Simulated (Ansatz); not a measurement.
## Residual resistivity of an alloy: Ag(111) with 4 layers of random Ag-Rh, 2x2

Wanted: resistance against the alloy's length, first Ag(111) with 4 layers of random Ag-Rh, 2x2.

Method: Ansatz plane-wave DFT, PBE, PAW files; ballistic transport by layer matching (Landauer), zero bias; PAW set soft_1, in Ansatz 0.2.0.

**1. The structure**

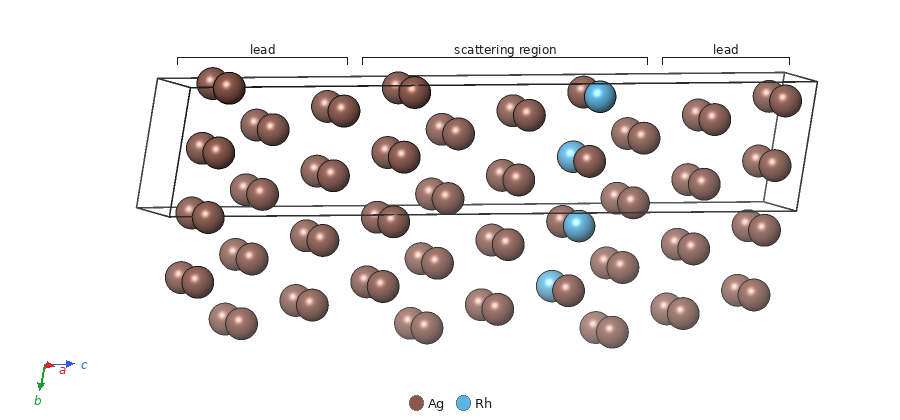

The starting structure, seen from the side, with the c axis across the page (silver brown, rhodium blue). 1×2×1 cells are drawn.

The cell holds 40 atoms: 38 Ag and 2 Rh. Cell: a = 5.779 Å, b = 5.779 Å, c = 23.651 Å, α = 93.5°, β = 86.5°, γ = 120.0°. It derives from Ag. Regions: lead, 24 atoms (24 Ag); scattering region, 16 atoms (14 Ag and 2 Rh). The structure is stacked along c, and the current runs across the ab planes.

**2. With 4 alloy layers**

In 4 layers a share of 0.125 of the sites is given to Rh at random. The layers about the cell's end stay perfect and serve as the lead. Energies from -0.05 to 0.05 eV in steps of 0.05 eV are too few for the program's thermal sum, so it prints no conductance; for a metal the transmission near the Fermi level serves, at a fraction of the cost.

input.yaml reads:

```yaml
crystal:
  lattice:
    - [5.7787594586, 0.0, 0.0]
    - [-2.8893797293, 5.0045524935, 0.0]
    - [1.4446898646, -0.8340920822, 23.5916866996]
  atoms:
    - { symbol: Ag, position: [0.9916666667, 0.0083333333, 0.05] }
    - { symbol: Ag, position: [0.9916666667, 0.5083333333, 0.05] }
    - { symbol: Ag, position: [0.4916666667, 0.0083333333, 0.05] }
    - { symbol: Ag, position: [0.4916666667, 0.5083333333, 0.05] }
    - { symbol: Ag, position: [0.1416666667, 0.3583333333, 0.15] }
    - { symbol: Ag, position: [0.1416666667, 0.8583333333, 0.15] }
    - { symbol: Ag, position: [0.6416666667, 0.3583333333, 0.15] }
    - { symbol: Ag, position: [0.6416666667, 0.8583333333, 0.15] }
    - { symbol: Ag, position: [0.2916666667, 0.2083333333, 0.25] }
    - { symbol: Ag, position: [0.2916666667, 0.7083333333, 0.25] }
    - { symbol: Ag, position: [0.7916666667, 0.2083333333, 0.25] }
    - { symbol: Ag, position: [0.7916666667, 0.7083333333, 0.25] }
    - { symbol: Ag, position: [0.9416666667, 0.0583333333, 0.35] }
    - { symbol: Ag, position: [0.9416666667, 0.5583333333, 0.35] }
    - { symbol: Ag, position: [0.4416666667, 0.0583333333, 0.35] }
    - { symbol: Ag, position: [0.4416666667, 0.5583333333, 0.35] }
    - { symbol: Ag, position: [0.0916666667, 0.4083333333, 0.45] }
    - { symbol: Ag, position: [0.0916666667, 0.9083333333, 0.45] }
    - { symbol: Ag, position: [0.5916666667, 0.4083333333, 0.45] }
    - { symbol: Ag, position: [0.5916666667, 0.9083333333, 0.45] }
    - { symbol: Ag, position: [0.2416666667, 0.2583333333, 0.55] }
    - { symbol: Ag, position: [0.2416666667, 0.7583333333, 0.55] }
    - { symbol: Ag, position: [0.7416666667, 0.2583333333, 0.55] }
    - { symbol: Ag, position: [0.7416666667, 0.7583333333, 0.55] }
    - { symbol: Rh, position: [0.8916666667, 0.1083333333, 0.65] }
    - { symbol: Ag, position: [0.8916666667, 0.6083333333, 0.65] }
    - { symbol: Ag, position: [0.3916666667, 0.1083333333, 0.65] }
    - { symbol: Rh, position: [0.3916666667, 0.6083333333, 0.65] }
    - { symbol: Ag, position: [0.0416666667, 0.4583333333, 0.75] }
    - { symbol: Ag, position: [0.0416666667, 0.9583333333, 0.75] }
    - { symbol: Ag, position: [0.5416666667, 0.4583333333, 0.75] }
    - { symbol: Ag, position: [0.5416666667, 0.9583333333, 0.75] }
    - { symbol: Ag, position: [0.1916666667, 0.3083333333, 0.85] }
    - { symbol: Ag, position: [0.1916666667, 0.8083333333, 0.85] }
    - { symbol: Ag, position: [0.6916666667, 0.3083333333, 0.85] }
    - { symbol: Ag, position: [0.6916666667, 0.8083333333, 0.85] }
    - { symbol: Ag, position: [0.8416666667, 0.1583333333, 0.95] }
    - { symbol: Ag, position: [0.8416666667, 0.6583333333, 0.95] }
    - { symbol: Ag, position: [0.3416666667, 0.1583333333, 0.95] }
    - { symbol: Ag, position: [0.3416666667, 0.6583333333, 0.95] }
kpoints:
  mp_grid: { grid: [4, 4, 1] }
hamiltonian:
  xc: pbe
  pseudopotentials: { kind: paw, azcp: { folder: soft_1 } }
scf:
  occupations: { method: fermi_dirac, width: 0.1 }
output:
  transmission: { leads: [[0, 4]], kmesh: [8, 8], e_range: [-0.05, 0.05], de: 0.05 }
  write_potential: true
  write_density: true
  volumetric_format: npy
```

Started as:

```console
$ ansatz run input.yaml --threads 4 --pin off --max-ram 15360MiB --backend cpu --events-out ev --progress --plain --runs-dir out
```

Numbers of over 12 decimals in the logs are rounded to 6 here.

Output:

```text
Engine: ansatz 0.2.0, aarch64-unknown-linux-gnu
Pseudopotentials: kind: paw
Pseudopotential: Ag, paw, valence charge 19, recommended cutoff 420 eV (normal), soft_1/Ag.paw.azcp
Pseudopotential: Rh, paw, valence charge 17, recommended cutoff 420 eV (normal), soft_1/Rh.paw.azcp
Functional definition: PBE
  parameter kappa = 0.804
  parameter beta = 0.066725
  exchange = pbe_x(kappa = kappa, mu = beta*pi^2/3)
  correlation = pbe_c(beta = beta)
Crystal: 40 atoms, lattice volume = 682.274 Å³
Basis set: ecut = 420 eV, 13363 PW (Γ)
Bands: 454, of which v1, the nominal top of the filled ones, is band 378 counted from 1 (377 counted from 0)
Symmetry: 8 space group operations
Space group: P2/m (ITA 10), of the structure as read, at distance tolerance 8.8e-5 Å
k-points: 7 of 16
Non-local potential: Ag, projectors of the file, l = 0: 3, l = 1: 2, l = 2: 2, l = 3: 1
Non-local potential: Rh, projectors of the file, l = 0: 3, l = 1: 2, l = 2: 2, l = 3: 1
PAW form: soft (Blöchl's): semilocal exchange-correlation on the pseudo side does not see the compensation charge
PAW one-centre angular grid: Ag, 590 points (default); XC on 64 Gauss nodes
PAW one-centre angular grid: Rh, 590 points (default); XC on 64 Gauss nodes
Initial density: superposition of atomic densities (chi_scale 0.1, normalization cell, long waves of neutral atoms (reshape's long-wave potential 2.74 eV rms, cloud 2.87 Å wide))
Initial wavefunctions: pseudopotential atomic-orbital guess
Functional: x = pbe(κ = 0.804, μ = 0.219515), c = pbe(β = 0.066725)
SCF iter   1: F=—  HF=-301260.417659 eV  |F-HF|=—  |Δ(HF+E_count)|=         —  Δρ=9.87e-2  dr2=1.84e2  ethr=3.10e-3  ⟨swp⟩=4.0  Hψ=9462  notcnv=0  defer=61
preconditioner: auto → Kerker (q_TF=auto, 2.775 Å⁻¹)  [metal: Δε(μ)=0.033 eV  Ē_g=10.081 eV  σ=0.100 eV  W_gap=0.08  n_scr=260 (ndim 8)  ℏωp=29.7 eV  f_vac=0.000  D(μ)=16.29/eV (n_scr^D=90)]
SCF iter   2: F=—  HF=-301250.441964 eV  |F-HF|=—  |Δ(HF+E_count)|=    9.98e0  Δρ=5.20e-2  dr2=5.98e1  ethr=3.10e-3  ⟨swp⟩=3.0  Hψ=5744  notcnv=0  defer=363
SCF iter   3: F=—  HF=-301247.348554 eV  |F-HF|=—  |Δ(HF+E_count)|=    3.09e0  Δρ=1.33e-2  dr2=2.70e0  ethr=3.10e-3  ⟨swp⟩=2.0  Hψ=3272  notcnv=0  defer=363
SCF iter   4: F=—  HF=-301247.286307 eV  |F-HF|=—  |Δ(HF+E_count)|=   6.22e-2  Δρ=3.88e-3  dr2=2.41e-1  ethr=3.57e-4  ⟨swp⟩=2.0  Hψ=4631  notcnv=0  defer=363
SCF iter   5: F=—  HF=-301247.297702 eV  |F-HF|=—  |Δ(HF+E_count)|=   1.14e-2  Δρ=1.63e-3  dr2=6.39e-2  ethr=3.18e-5  ⟨swp⟩=1.7  Hψ=2811  notcnv=0  defer=363
SCF iter   6: F=—  HF=-301247.296925 eV  |F-HF|=—  |Δ(HF+E_count)|=   7.77e-4  Δρ=5.89e-4  dr2=1.39e-2  ethr=8.45e-6  ⟨swp⟩=2.0  Hψ=2856  notcnv=0  defer=363
SCF iter   7: F=—  HF=-301247.296644 eV  |F-HF|=—  |Δ(HF+E_count)|=   2.81e-4  Δρ=1.73e-4  dr2=1.67e-3  ethr=1.84e-6  ⟨swp⟩=1.0  Hψ=2805  notcnv=0  defer=363
SCF iter   8: F=—  HF=-301247.296611 eV  |F-HF|=—  |Δ(HF+E_count)|=   3.39e-5  Δρ=7.18e-5  dr2=2.98e-4  ethr=2.21e-7  ⟨swp⟩=1.0  Hψ=2805  notcnv=0  defer=363
SCF iter   9: F=—  HF=-301247.296594 eV  |F-HF|=—  |Δ(HF+E_count)|=   1.70e-5  Δρ=4.69e-5  dr2=8.56e-5  ethr=3.94e-8  ⟨swp⟩=1.0  Hψ=2805  notcnv=0  defer=363
SCF iter  10: F=—  HF=-301247.295715 eV  |F-HF|=—  |Δ(HF+E_count)|=   8.79e-4  Δρ=6.27e-6  dr2=2.28e-6  ethr=1.13e-8  ⟨swp⟩=1.0  Hψ=2966  notcnv=0  defer=365
SCF iter  11: F=—  HF=-301247.295715 eV  |F-HF|=—  |Δ(HF+E_count)|=   1.05e-9  Δρ=2.03e-6  dr2=2.19e-7  ethr=3.01e-10  ⟨swp⟩=1.1  Hψ=2806  notcnv=0  defer=365
SCF iter  12: F=-301247.295715 eV  HF=-301247.295715 eV  |F-HF|=2.79e-8  |Δ(HF+E_count)|=   1.63e-9  Δρ=7.96e-7  dr2=2.95e-8  ethr=1.32e-11  ⟨swp⟩=7.9  Hψ=11430  notcnv=0
SCF 1 converged in 12 iterations: F = -301247.295715 eV  dr2 = 2.95e-8
  greatest PAW one-centre occupation: 1.001 electrons in one spin orbital (limit 2), on the Ag atom at site 26 (counted from 0), in its partial waves of l = 0
transmission: 72 of 651 steps passed
transmission: 138 of 651 steps passed
[...]
transmission: 651 of 651 steps passed
SCF converged after 12 iterations
Free energy (F): -301247.295715 eV
Harris-Foulkes:  -301247.295715 eV  (|F-HF|=2.79e-8)
Internal energy: -301246.763706 eV  (E = F + TS)
E sigma→0 (E₀):  -301247.029710 eV
Entropy (-TS):   -0.532009 eV (-13.300 meV/atom)
Fermi energy:    17.144061 eV
--- Per-component energies (eV) ---
  E_band       = -9308.154763
  E_kinetic    = 18844.696527
  E_local      = -82889.125947  (includes V_loc(G=0)·N_el)
  E_nonlocal   = 1805.035141
  E_hartree    = 40331.505245
  E_xc         = -6448.962612
  E_vxc        = -8158.668341  (∫ρ·V_xc dr)
  E_paw        = -157507.334475  (= ΣΔE_a)
  E_vpaw       = -19573.119831  (= ΣTr[D̂ρ^β])
  E_aug_tail   = 0.014720  (compensation charges beyond the density's cutoff)
  E_ewald      = -115382.592305
  E_smearing   = -0.532009  (= −TS)
  E_closure    = -0.000000  (closes the sum)
  Σ components = -301247.295715   (vs F -301247.295715, Δ=0.00e0)
--- Band table (eV; the first three rows and the last of 7) ---
  k-point 0: bands = [... 374 lower, 17.3766, 17.3996, 17.4382, 17.7587, 17.7704, 17.7958, 17.8312, 18.0667, ... 72 higher]
  k-point 1: bands = [... 374 lower, 16.8616, 16.9153, 16.9973, 17.0327, 17.1047, 17.2322, 17.2913, 17.6302, ... 72 higher]
  k-point 2: bands = [... 374 lower, 16.6980, 16.6980, 16.8704, 16.8704, 17.1921, 17.1921, 17.6274, 17.6274, ... 72 higher]
  k-point 6: bands = [... 374 lower, 16.8174, 16.8442, 16.8547, 16.9505, 17.0665, 17.3985, 17.5829, 17.6714, ... 72 higher]
--- Transmission ---
  basis      : 253 plane waves across, 31 finite elements along
  points     : 21, standing for a mesh of 8 x 8
  energies   : 3 from -0.050000 to 0.050000 eV about the Fermi level, 0.050000 eV apart; the leads are filled to 0.000000 eV, and channels, transmission and decay are at 0.000000 eV
  crystal 0  : Ag4, at the sites [0, 4], period 2.3592 Å, over 21.23 Å; its Hamiltonian steps by up to 13.0 meV
    offset         : up to 0.0000 Å between an atom of the period and one for which it stands
    channels       : 3.234375e0 a spin
    conductance    : none, the energies end too early or step too widely for 300 K: set another output.transmission.e_range or a lower de, or, where they end at an eighth of basis.ecutwfc, a higher one
  junction   : crystal 0 to crystal 0, 4.02 to 25.25 Å
    transmission   : 2.217995e0 a spin
    conductance    : none, the energies end too early or step too widely for 300 K: set another output.transmission.e_range or a lower de, or, where they end at an eighth of basis.ecutwfc, a higher one
```

Elapsed: 5.2 min, on 4 threads of Arm Neoverse V1, shared host; peak memory 5.4 GiB.

In the SCF lines HF is the Harris–Foulkes energy and dr2 the Hartree energy of the density residual, in eV; the loop may stop once dr2 is under the threshold and the program's other checks hold. Hψ counts applications of the Hamiltonian.

Numbers from this step:

```
free energy                                    : -301247.2957 eV
energy at zero smearing                        : -301247.0297 eV
Fermi energy                                   : 17.14 eV
cell area                                      : 28.92 Å²
transmission per spin nearest the Fermi level  : 2.218
open channels per spin nearest the Fermi level : 3.234
step of the lead's potential                   : 13 meV
```

Per spin. Table of transmission, zone mean by energy, zero at the Fermi level:

```tsv
energy (eV)	transmission, zone mean
-0.0500	2.17
0.0000	2.22
0.0500	2.25
```

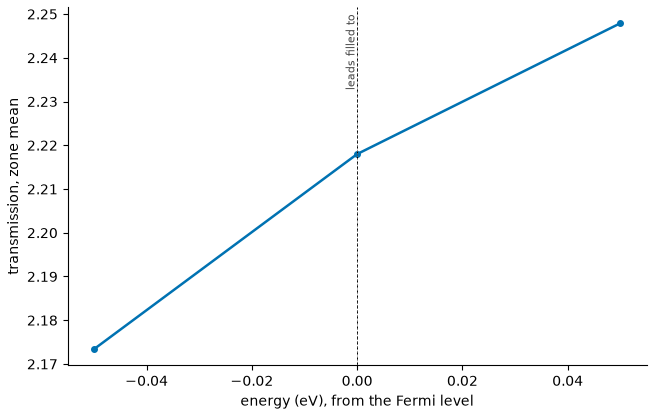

Transmission, zone mean against energy.

Per spin. Table of open channels, zone mean, lead by energy, zero at the Fermi level:

```tsv
energy (eV)	open channels, zone mean, lead
-0.0500	3.33
0.0000	3.23
0.0500	3.23
```

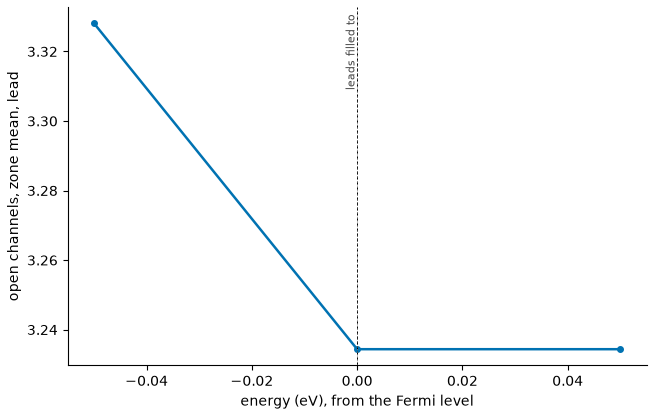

Open channels, zone mean, lead, plotted against energy.

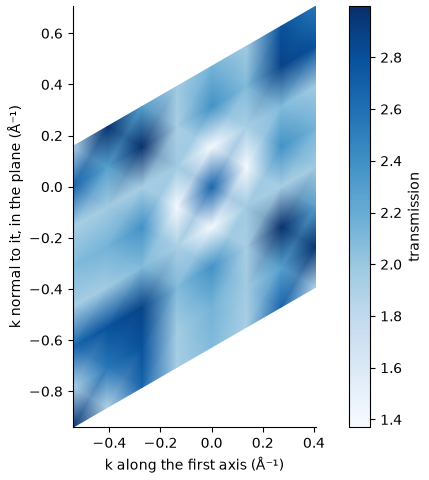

Transmission over k1 and k2. At 0.0000 eV from the Fermi level.

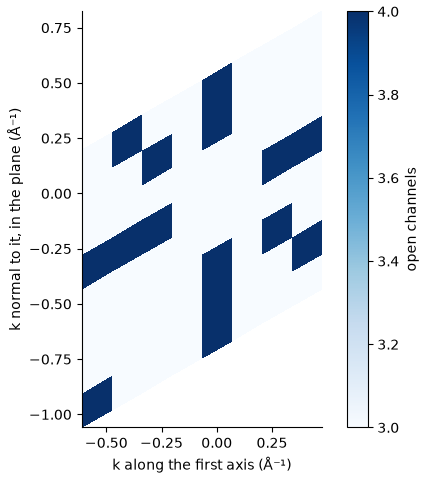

Open channels over k1 and k2. At 0.0000 eV from the Fermi level.

Over the solved energies the transmission per spin lies between 2.17 and 2.25, out of 3.27 channels of the lead on average (up to 3.33).

(Continued in part 2 of 2.)

[Logs are printed without paths, hosts, clocks, repeated set-up lines and the standing remarks that a program may print on its own settings, such as how far it seeks lower states.]

[Hosts, paths, dates, database ids (printed as entryN), source tags and the programs' standing remarks are cut or masked in the printed files.]
